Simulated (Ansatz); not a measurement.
# Run report: Si47C, geometry relaxation (part 2 of 3)

The same run, continued: Si47C (defect cell, 48 atoms in the cell); DFT PBE, scalar-relativistic, plane waves, PAW, no spin polarisation (Ansatz 0.2.0); cutoff 420 eV, 2×2×2 k-mesh, Gaussian smearing of 0.02 eV. The structure derives from a Materials Project entry. It belongs to a series of runs on one base structure; here: C on a Si site (f), charge +0, atoms relaxed at the host's cell.

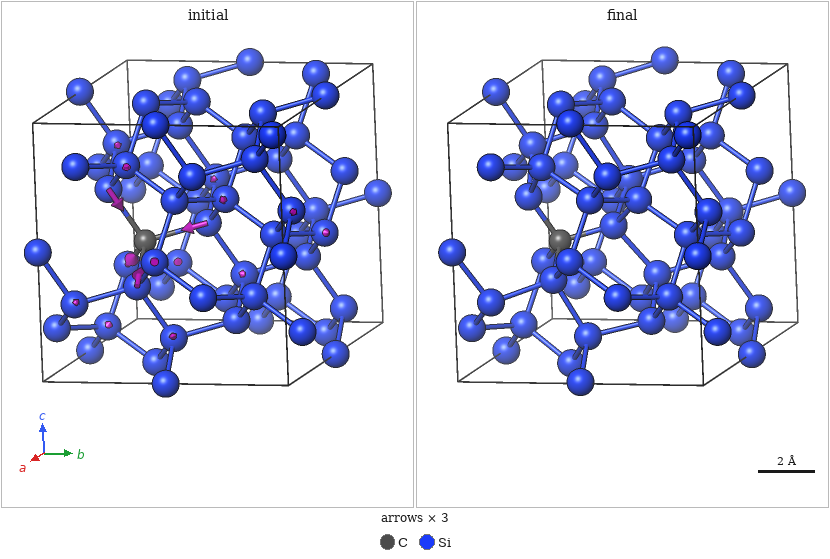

Figure 1. Before (left) and after (right) the relaxation, at one scale (ball-and-stick view of the cell of the calculation (origin shifted), seen slightly off an axis). The pink arrows give the displacements, magnified 3 times. Over 5 geometry steps the energy falls by 40.7 meV per atom. The largest force component goes from 2.2 to 0.018 eV/Å. The largest moves, 0.34 Å, are those of Si38, Si45 and Si48. C stays in place. The lattice vectors keep their values. Among the contacts that change: C1–Si38 2.363 → 2.019 Å, C1–Si25 2.381 → 2.050 Å, Si2–Si48 2.363 → 2.426 Å, Si13–Si25 2.363 → 2.425 Å. Among the angles that change: Si8–Si45–Si21 109.8° → 102.1°, Si37–Si3–Si38 109.1° → 116.4°, Si25–Si16–Si40 109.8° → 116.9°. (Atoms are counted from 1 in the order of the input.)

```
SCF converged after 6 iterations
Free energy (F): -30131.908330 eV
Harris-Foulkes:  -30131.908330 eV  (|F-HF|=8.26e-9)
Internal energy: -30131.908330 eV  (E = F + TS)
E sigma→0 (E₀):  -30131.908330 eV
Fermi energy:    6.280946 eV
--- Per-component energies (eV) ---
  E_band       = 173.303739
  E_kinetic    = 1954.500584
  E_local      = -1505.111991  (includes V_loc(G=0)·N_el)
  E_nonlocal   = 1234.337487
  E_hartree    = 424.161558
  E_xc         = -2628.278939
  E_vxc        = -2238.826557  (∫ρ·V_xc dr)
  E_paw        = -24196.486400  (= ΣΔE_a)
  E_vpaw       = -119.918666  (= ΣTr[D̂ρ^β])
  E_aug_tail   = 0.000299  (compensation charges beyond the density's cutoff)
  E_ewald      = -5415.030927
  E_smearing   = -0.000000  (= −TS)
  E_closure    = -0.000000  (closes the sum)
  Σ components = -30131.908330   (vs F -30131.908330, Δ=0.00e0)
--- Forces (eV/Å), atoms counted from 1 ---
  atom   1  C      0.00000000     0.00000000     0.01500512
  atom   2  Si    -0.01336529     0.00971964     0.00393224
  atom   3  Si     0.00008407    -0.01775699    -0.00033949
  atom   4  Si     0.01510010     0.00671486     0.00393224
  atom   5  Si    -0.01542004     0.00880569    -0.00033949
  atom   6  Si     0.00087594    -0.00061874    -0.00598268
  atom   7  Si    -0.00173481    -0.01643450     0.00393224
  atom   8  Si     0.01533597     0.00895130    -0.00033949
  atom   9  Si     0.00009787     0.00106796    -0.00598268
  atom  10  Si    -0.00097381    -0.00044922    -0.00598268
  atom  11  Si    -0.00000000    -0.00000000     0.00005533
  atom  12  Si     0.00000000     0.00000000     0.00197069
  atom  13  Si     0.00450459    -0.00431684    -0.01276462
  atom  14  Si    -0.00530726    -0.00652793     0.00691314
  atom  15  Si     0.00148619     0.00605951    -0.01276462
  atom  16  Si    -0.00599079    -0.00174267    -0.01276462
  atom  17  Si    -0.00462278     0.00193249     0.00180034
  atom  18  Si    -0.00530710     0.00013355    -0.00076491
  atom  19  Si     0.00276921     0.00452931    -0.00076491
  atom  20  Si     0.00253789    -0.00466286    -0.00076491
  atom  21  Si     0.00830698    -0.00133225     0.00691314
  atom  22  Si     0.00398497     0.00303720     0.00180034
  atom  23  Si     0.00063781    -0.00496968     0.00180034
  atom  24  Si    -0.00299973     0.00786019     0.00691314
  atom  25  Si    -0.00000000    -0.00000000    -0.01140271
  atom  26  Si     0.00117805    -0.00066183    -0.00466043
  atom  27  Si     0.00600610    -0.00070443    -0.00551024
  atom  28  Si    -0.00116218    -0.00068931    -0.00466043
  atom  29  Si    -0.00361310    -0.00484922    -0.00551024
  atom  30  Si    -0.00271476    -0.00444081     0.00231450
  atom  31  Si    -0.00001587     0.00135114    -0.00466043
  atom  32  Si    -0.00239300     0.00555364    -0.00551024
  atom  33  Si     0.00520323    -0.00013065     0.00231450
  atom  34  Si    -0.00248847     0.00457146     0.00231450
  atom  35  Si    -0.00000000    -0.00000000     0.00121333
  atom  36  Si    -0.00000000    -0.00000000    -0.00013492
  atom  37  Si    -0.00279134     0.00064291     0.00205625
  atom  38  Si     0.00266058     0.00576028     0.00091269
  atom  39  Si     0.00083890    -0.00273883     0.00205625
  atom  40  Si     0.00195245     0.00209592     0.00205625
  atom  41  Si     0.00236435    -0.00209468     0.00336672
  atom  42  Si     0.00062802    -0.00223176     0.00648879
  atom  43  Si    -0.00224677     0.00057200     0.00648879
  atom  44  Si     0.00161875     0.00165976     0.00648879
  atom  45  Si    -0.00631884    -0.00057601     0.00091269
  atom  46  Si    -0.00299622    -0.00100025     0.00336672
  atom  47  Si     0.00063187     0.00309493     0.00336672
  atom  48  Si     0.00365826    -0.00518427     0.00091269
  max |Σ_I F_I| component: 6.22e-6 eV/Å
--- Band table (eV) ---
  k-point 0: bands = ["-6.7550", "-5.4768", "-4.8932", "-4.8504", "-4.6458", "-4.3794", "-4.3382", "-4.2324", "-4.1085", "-3.8881", "-3.8441", "-3.6649", "-3.4994", "-3.4985", "-3.0948", "-2.7611", "-2.7367", "-2.7330", "-2.7128", "-2.5760", "-2.4918", "-2.4087", "-2.3652", "-2.3647", "-1.5163", "-1.4676", "-1.4513", "-1.1375", "-1.1321", "-0.9494", "-0.6818", "-0.6767", "-0.4847", "-0.4658", "-0.2856", "-0.2718", "-0.2262", "0.0078", "0.4913", "0.5704", "0.6841", "1.0846", "1.1460", "1.2126", "1.3751", "1.5961", "1.6864", "1.6970", "1.8669", "1.9896", "2.1483", "2.2348", "2.3691", "2.4224", "2.4697", "2.5586", "2.6830", "2.6866", "2.7994", "2.8306", "2.9054", "2.9567", "2.9810", "3.0217", "3.0638", "3.1094", "3.3073", "3.3818", "3.4438", "3.4444", "3.4478", "3.5669", "3.6863", "3.8299", "3.8529", "3.8660", "3.9454", "4.0212", "4.0496", "4.0678", "4.1107", "4.1201", "4.2802", "4.2910", "4.3943", "4.4664", "4.5394", "4.6079", "4.6407", "4.6915", "4.7560", "4.7937", "4.8908", "4.8947", "5.8190", "5.8260", "6.7359", "6.8136", "6.8184", "7.0910", "7.1704", "7.3135", "7.3602", "7.3660", "7.8153", "7.8806", "8.1119", "8.1484", "8.2457", "8.3717", "8.4328", "8.4645", "8.4706", "8.4817", "8.5301", "8.6126", "8.6254", "8.6433", "8.6566", "8.6732", "8.7237", "8.9143", "9.0335", "9.0782", "9.1078", "9.2237", "9.2923", "9.3035", "9.3037", "9.3981", "9.4293", "9.5285", "9.5577", "9.5811", "9.6289", "9.6326", "9.6413", "9.7191", "9.7273", "9.7434", "9.9359", "9.9518", "10.0293", "10.0314"]
  k-point 1: bands = ["-6.7532", "-5.4391", "-4.9989", "-4.9268", "-4.7220", "-4.4417", "-4.2365", "-4.0970", "-3.7430", "-3.7178", "-3.6510", "-3.5751", "-3.5032", "-3.4703", "-3.4259", "-3.3256", "-3.2527", "-3.0290", "-2.6936", "-2.4838", "-2.3652", "-2.2668", "-2.1821", "-2.1034", "-1.4832", "-1.3128", "-1.2793", "-1.1509", "-1.1034", "-1.0593", "-0.8304", "-0.7297", "-0.5248", "-0.4016", "-0.1377", "0.0317", "0.0495", "0.1314", "0.1672", "0.3169", "0.3579", "1.0036", "1.1502", "1.1977", "1.4733", "1.5223", "1.6016", "1.7557", "1.8321", "2.0341", "2.1591", "2.2166", "2.2790", "2.3676", "2.3903", "2.4814", "2.5833", "2.6497", "2.7437", "2.8110", "2.8884", "2.9483", "3.0077", "3.0736", "3.1272", "3.2026", "3.2524", "3.3723", "3.4534", "3.5346", "3.6328", "3.6970", "3.7168", "3.7705", "3.8638", "3.8839", "3.9939", "4.0161", "4.0393", "4.1102", "4.2100", "4.2332", "4.2671", "4.2879", "4.3608", "4.4855", "4.5037", "4.6073", "4.6270", "4.7044", "4.7875", "4.9050", "4.9985", "5.0763", "5.4774", "5.6576", "6.9097", "7.1138", "7.1938", "7.2835", "7.3143", "7.3958", "7.4409", "7.7377", "7.7777", "7.9113", "7.9657", "8.0223", "8.0933", "8.1848", "8.2320", "8.2881", "8.3357", "8.3514", "8.3815", "8.4038", "8.4804", "8.4994", "8.5671", "8.6234", "8.6511", "8.6887", "8.6940", "8.7344", "8.8534", "8.9227", "9.0294", "9.0451", "9.0837", "9.1259", "9.1718", "9.2639", "9.3040", "9.4050", "9.4668", "9.5278", "9.7622", "9.8026", "9.8761", "9.9488", "9.9961", "10.0325", "10.1117", "10.1514"]
--- Relaxed structure (6 steps of the walk, 6 accepted, 0 SCFs on fresh bases) ---
  F+E_penalty+E_count = -30131.90832976 eV   max|allowed force component| = 1.776e-2 eV/Å
  atoms:
    - { symbol: C, position: [0.1457273411566122, 0.47906067448994555, 0.31239400782327886] }
    - { symbol: Si, position: [0.3064624830276146, 0.6407608011575304, 0.9848788445400911] }
    - { symbol: Si, position: [0.9830034447076221, 0.3181444227386621, 0.6395670333086335] }
    - { symbol: Si, position: [0.8182121778734247, 0.6397958163609478, 0.4740941344908637] }
    - { symbol: Si, position: [0.47290036664196694, 0.3163367780409555, 0.15147775607199537] }
    - { symbol: Si, position: [0.6438499055347836, 0.4785373272882435, 0.8140807229800393] }
    - { symbol: Si, position: [0.30742746782419705, 0.15154551120675794, 0.4731291496942812] }
    - { symbol: Si, position: [0.9848110894053288, 0.8062336999753003, 0.14967011137428887] }
    - { symbol: Si, position: [0.14520399395491024, 0.9807473896467058, 0.8105165722014502] }
    - { symbol: Si, position: [0.6474140563133726, 0.977183238868117, 0.3118706606215769] }
    - { symbol: Si, position: [0.8126169632878313, 0.14595029662116454, 0.9792836299544979] }
    - { symbol: Si, position: [0.4808576427349773, 0.8141909760683105, 0.6475243094016438] }
    - { symbol: Si, position: [0.14722057042988018, 0.3171003218990808, 0.9861567699467835] }
    - { symbol: Si, position: [0.3086880727588089, 0.4789015408007426, 0.6368327651822278] }
    - { symbol: Si, position: [0.9837669885657474, 0.15282343661345033, 0.3138872370965468] }
    - { symbol: Si, position: [0.8194901032801171, 0.4805539037632135, 0.15043365523241403] }
    - { symbol: Si, position: [0.47886815821952994, 0.1470404496066467, 0.8118845373998571] }
    - { symbol: Si, position: [0.6457718019153222, 0.3107779094966299, 0.4791034754796566] }
    - { symbol: Si, position: [0.3124368088129899, 0.9791051352486556, 0.14411124282996324] }
    - { symbol: Si, position: [0.9774445761632966, 0.6457701421463233, 0.812438468581989] }
    - { symbol: Si, position: [0.14556820746740928, 0.8034994318488944, 0.47535473942547557] }
    - { symbol: Si, position: [0.6452178707331903, 0.8122014915528633, 0.9803737829399801] }
    - { symbol: Si, position: [0.8137071162733136, 0.9785512040665237, 0.6455348248861966] }
    - { symbol: Si, position: [0.4701660985155613, 0.6420214060921423, 0.31223487413407597] }
    - { symbol: Si, position: [0.03839514321230067, 0.371728476545634, 0.2050618098789673] }
    - { symbol: Si, position: [0.18670248729603406, 0.5200300797024195, 0.849747870964528] }
    - { symbol: Si, position: [0.855308177509412, 0.18818680418474742, 0.5224342271481314] }
    - { symbol: Si, position: [0.6830812042978612, 0.5200358206293674, 0.3533634130357527] }
    - { symbol: Si, position: [0.35576756048146474, 0.1886415108427453, 0.021520137518080823] }
    - { symbol: Si, position: [0.5183321158562469, 0.35517166965401525, 0.6859858227057453] }
    - { symbol: Si, position: [0.18669674636908593, 0.01641453763119441, 0.3533691539627005] }
    - { symbol: Si, position: [0.8548534708514144, 0.6891008938147981, 0.021974844176078645] }
    - { symbol: Si, position: [0.02183833632068205, 0.852652489372412, 0.6849987825229136] }
    - { symbol: Si, position: [0.5193191560390786, 0.8516654491895803, 0.18850500298734862] }
    - { symbol: Si, position: [0.6874419309785866, 0.020775264311919894, 0.8541085976452533] }
    - { symbol: Si, position: [0.3565944619781539, 0.6899277953114871, 0.5232611286448204] }
    - { symbol: Si, position: [0.023274096721329463, 0.19316143961576301, 0.8542367676363838] }
    - { symbol: Si, position: [0.1815087610328866, 0.37170146240743573, 0.49025052927203155] }
    - { symbol: Si, position: [0.8598281062824298, 0.020903434303050472, 0.18994076338799615] }
    - { symbol: Si, position: [0.687570100969717, 0.35660743005466283, 0.026494772949096357] }
    - { symbol: Si, position: [0.35265481724937536, 0.026555308750636053, 0.6845935790896909] }
    - { symbol: Si, position: [0.5208945569776499, 0.18517525830487852, 0.3548293261538109] }
    - { symbol: Si, position: [0.18816265948714425, 0.8542278903109832, 0.018508591638211946] }
    - { symbol: Si, position: [0.8518419249715454, 0.5214959928204778, 0.6875612236443166] }
    - { symbol: Si, position: [0.038368129074102364, 0.6569171959386982, 0.34817542769955323] }
    - { symbol: Si, position: [0.5179269124230244, 0.6859881505827088, 0.8598886420839695] }
    - { symbol: Si, position: [0.6932219754173029, 0.8512602457563576, 0.519321483916042] }
    - { symbol: Si, position: [0.323583862605365, 0.51484209436622, 0.2050347957407691] }
```

**Trajectory as extended XYZ (Å, eV, eV/Å), 6 frames, from step=1 to step=6**
```
48
Lattice="7.7026 0.0000 -6.3650 -3.8513 -6.6706 -6.3650 -3.8513 6.6706 -6.3650" Properties=species:S:1:pos:R:3:forces:R:3 step=1 energy=-30129.95594
C    -1.9256   -1.1118   -5.9645    0.0000   0.0000  -0.1230
Si   -3.8513    2.2235  -12.3295   -0.0808   0.0616   0.0352
Si    3.8513    2.2235  -12.3295    0.0151  -0.1043   0.0284
Si    1.9256   -1.1118  -12.3295    0.0937   0.0392   0.0352
Si    1.9256   -1.1118   -5.9645   -0.0979   0.0390   0.0284
Si    0.0000    2.2235  -12.3295    0.0069  -0.0078   0.0004
Si    0.0000    2.2235   -5.9645   -0.0129  -0.1008   0.0352
Si    3.8513   -4.4471  -12.3295    0.0828   0.0653   0.0284
Si   -5.7769   -1.1118  -12.3295    0.0033   0.0099   0.0004
Si    0.0000   -4.4471  -12.3295   -0.0102  -0.0021   0.0004
Si    1.9256    5.5588  -12.3295    0.0000   0.0000   0.0300
Si   -1.9256   -1.1118  -12.3295    0.0000   0.0000   0.0341
Si   -3.8513    4.4471   -9.1470   -0.0097   0.0047  -0.1046
Si   -1.9256    1.1118   -9.1470   -0.0042  -0.0480   0.0420
Si    5.7769    1.1118   -9.1470    0.0008  -0.0108  -0.1046
Si    3.8513   -2.2235   -9.1470    0.0089   0.0061  -0.1046
Si    0.0000    4.4471   -9.1470   -0.0002   0.0057  -0.0055
Si    1.9256    1.1118   -9.1470    0.0032   0.0000  -0.0002
Si   -1.9256   -5.5588   -9.1470   -0.0016  -0.0028  -0.0002
Si    1.9256    1.1118  -15.5120   -0.0016   0.0028  -0.0002
Si   -3.8513   -2.2235   -9.1470    0.0437   0.0204   0.0420
Si   -1.9256    1.1118  -15.5120    0.0050  -0.0026  -0.0055
Si    0.0000   -2.2235  -15.5120   -0.0048  -0.0030  -0.0055
Si    0.0000   -2.2235   -9.1470   -0.0395   0.0277   0.0420
Si   -1.9256   -1.1118   -3.5831    0.0000   0.0000  -2.1808
Si   -3.8513    2.2235   -9.9481   -0.0004  -0.0031   0.0005
Si    3.8513    2.2235   -9.9481   -0.0065   0.0070   0.0016
Si    1.9256   -1.1118   -9.9481   -0.0025   0.0019   0.0005
Si    1.9256   -1.1118   -3.5831    0.0094   0.0021   0.0016
Si    0.0000    2.2235   -9.9481    0.0038   0.0049   0.0093
Si    0.0000    2.2235   -3.5831    0.0029   0.0012   0.0005
Si    3.8513   -4.4471   -9.9481   -0.0029  -0.0091   0.0016
Si   -5.7769   -1.1118   -9.9481   -0.0062   0.0008   0.0093
Si    0.0000   -4.4471   -9.9481    0.0024  -0.0058   0.0093
Si    1.9256    5.5588   -9.9481    0.0000   0.0000   0.0076
Si   -1.9256   -1.1118   -9.9481    0.0000   0.0000   0.0307
Si   -3.8513    4.4471   -6.7656    0.0148   0.0085  -0.0161
Si   -1.9256    1.1118   -6.7656    0.0031  -2.1672   0.7770
Si    5.7769    1.1118   -6.7656   -0.0148   0.0086  -0.0161
Si    3.8513   -2.2235   -6.7656    0.0000  -0.0171  -0.0161
Si    0.0000    4.4471   -6.7656   -0.0303  -0.0039  -0.0313
Si    1.9256    1.1118   -6.7656    0.0063   0.0072  -0.0029
Si   -1.9256   -5.5588   -6.7656    0.0031  -0.0090  -0.0029
Si    1.9256    1.1118  -13.1306   -0.0094   0.0018  -0.0029
Si   -3.8513   -2.2235   -6.7656    1.8753   1.0863   0.7770
Si   -1.9256    1.1118  -13.1306    0.0118   0.0282  -0.0313
Si    0.0000   -2.2235  -13.1306    0.0185  -0.0243  -0.0313
Si    0.0000   -2.2235   -6.7656   -1.8784   1.0809   0.7770
48
Lattice="7.7026 0.0000 -6.3650 -3.8513 -6.6706 -6.3650 -3.8513 6.6706 -6.3650" Properties=species:S:1:pos:R:3:forces:R:3 step=2 energy=-30131.44644
C    -1.9256   -1.1118   -5.9662    0.0000   0.0000  -0.1106
Si   -3.8692    2.2650  -12.3298   -0.1082   0.0403   0.0563
Si    3.8785    2.1900  -12.3362   -0.0201  -0.1664   0.0125
Si    1.9705   -1.1170  -12.3298    0.0890   0.0736   0.0563
Si    1.8830   -1.1185   -5.9712   -0.1341   0.1006   0.0125
Si   -0.0014    2.2270  -12.3303    0.0027  -0.0507  -0.0145
Si   -0.0269    2.1873   -5.9648    0.0192  -0.1139   0.0563
Si    3.8668   -4.4068  -12.3362    0.1541   0.0658   0.0125
Si   -5.7792   -1.1148  -12.3303    0.0425   0.0277  -0.0145
Si    0.0038   -4.4476  -12.3303   -0.0453   0.0230  -0.0145
Si    1.9256    5.5588  -12.3367    0.0000   0.0000   0.1398
Si   -1.9256   -1.1118  -12.3271    0.0000   0.0000   0.1323
Si   -3.8780    4.4605   -9.1789    0.0229  -0.0173  -0.1443
Si   -1.9282    1.0980   -9.1071   -0.0003  -0.1141   0.0515
Si    5.7787    1.0819   -9.1789    0.0035   0.0285  -0.1443
Si    3.8763   -2.2071   -9.1789   -0.0264  -0.0112  -0.1443
Si   -0.0029    4.4464   -9.1468   -0.0084  -0.0057  -0.0055
Si    1.9244    1.1108   -9.1472    0.0177   0.0051  -0.0210
Si   -1.9258   -5.5573   -9.1472   -0.0044  -0.0179  -0.0210
Si    1.9271    1.1112  -15.5122   -0.0133   0.0128  -0.0210
Si   -3.8381   -2.2189   -9.1071    0.0990   0.0568   0.0515
Si   -1.9247    1.1146  -15.5118   -0.0008   0.0101  -0.0055
Si    0.0020   -2.2258  -15.5118    0.0092  -0.0044  -0.0055
Si   -0.0106   -2.2144   -9.1071   -0.0987   0.0573   0.0515
Si   -1.9256   -1.1118   -3.7764    0.0000   0.0000  -1.1811
Si   -3.8462    2.2222   -9.9447    0.0008  -0.0282   0.0878
Si    3.8535    2.2186   -9.9523   -0.0166   0.0454   0.0233
Si    1.9219   -1.1155   -9.9447   -0.0249   0.0134   0.0878
Si    1.9202   -1.1112   -3.5872    0.0477  -0.0083   0.0233
Si   -0.0089    2.2182   -9.9426    0.0172   0.0139   0.0753
Si   -0.0014    2.2286   -3.5797    0.0241   0.0148   0.0878
Si    3.8545   -4.4426   -9.9523   -0.0310  -0.0371   0.0233
Si   -5.7678   -1.1168   -9.9426   -0.0206   0.0079   0.0753
Si   -0.0001   -4.4367   -9.9426    0.0034  -0.0218   0.0753
Si    1.9256    5.5588   -9.9499    0.0000   0.0000   0.0131
Si   -1.9256   -1.1118   -9.9393    0.0000   0.0000  -0.1632
Si   -3.8510    4.4320   -6.7792    0.0120  -0.0159  -0.1002
Si   -1.9251    0.9242   -6.6980   -0.0059  -1.1850   0.4267
Si    5.7898    1.1196   -6.7792    0.0078   0.0183  -0.1002
Si    3.8381   -2.2163   -6.7792   -0.0198  -0.0025  -0.1002
Si   -0.0029    4.4301   -6.7613   -0.1140  -0.0688  -0.1006
Si    1.9219    1.1098   -6.7643    0.0313   0.0258   0.0427
Si   -1.9254   -5.5546   -6.7643    0.0067  -0.0400   0.0427
Si    1.9292    1.1095  -13.1293   -0.0380   0.0142   0.0427
Si   -3.6891   -2.1293   -6.6980    1.0292   0.5874   0.4267
Si   -1.9389    1.1227  -13.1263   -0.0026   0.1331  -0.1006
Si    0.0162   -2.2175  -13.1263    0.1166  -0.0643  -0.1006
Si   -0.1627   -2.1302   -6.6980   -1.0233   0.5977   0.4267
```
